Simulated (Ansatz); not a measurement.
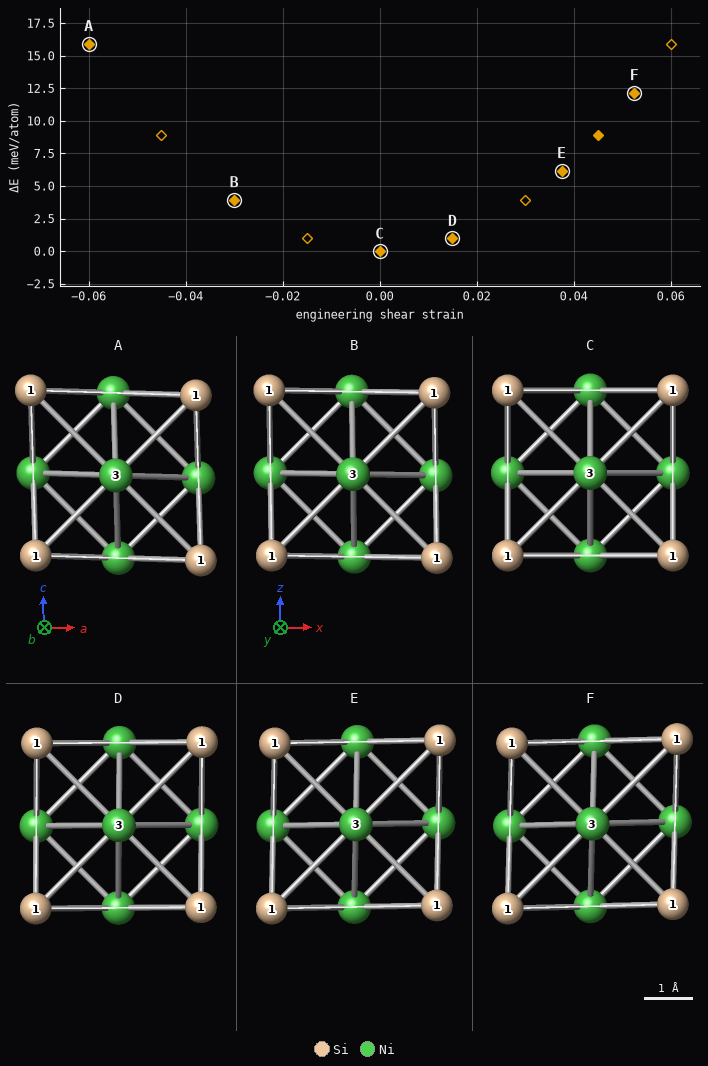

Energy scan for a crystal of SiNi$_{3}$ (Pm-3m), in which the cell is strained in shear in the xz plane, with the atoms kept at their fractional coordinates. x, y and z are the Cartesian axes of the input. The lettered frames are marked on the plot. Hollow markers are points alike by symmetry, not computed again. A ball-and-stick model of the cell of the calculation, seen along the b axis.

Computed with DFT PBE, scalar-relativistic, plane waves, PAW (Ansatz). (plane-wave cutoff 420 eV; k-point mesh 14 × 14 × 14; occupations gaussian; smearing width 0.15 eV; no spin polarisation). Energies (free energies at the smearing named) are counted from the relaxed crystal.

> Read off the main features of the energy profile.

Of the computed points the lowest is at the strain 0.00, 0.0 meV/atom. The curvature at zero strain, (1/V) d²E/dε², is about 130 GPa; it is C₅₅ with clamped ions. The distortion takes the space group from Pm-3m to Cmmm. At the strain −0.06 the cell of the drawing goes a 3.506 → 3.508 Å, c 3.506 → 3.508 Å, β 90.0° → 93.4°.
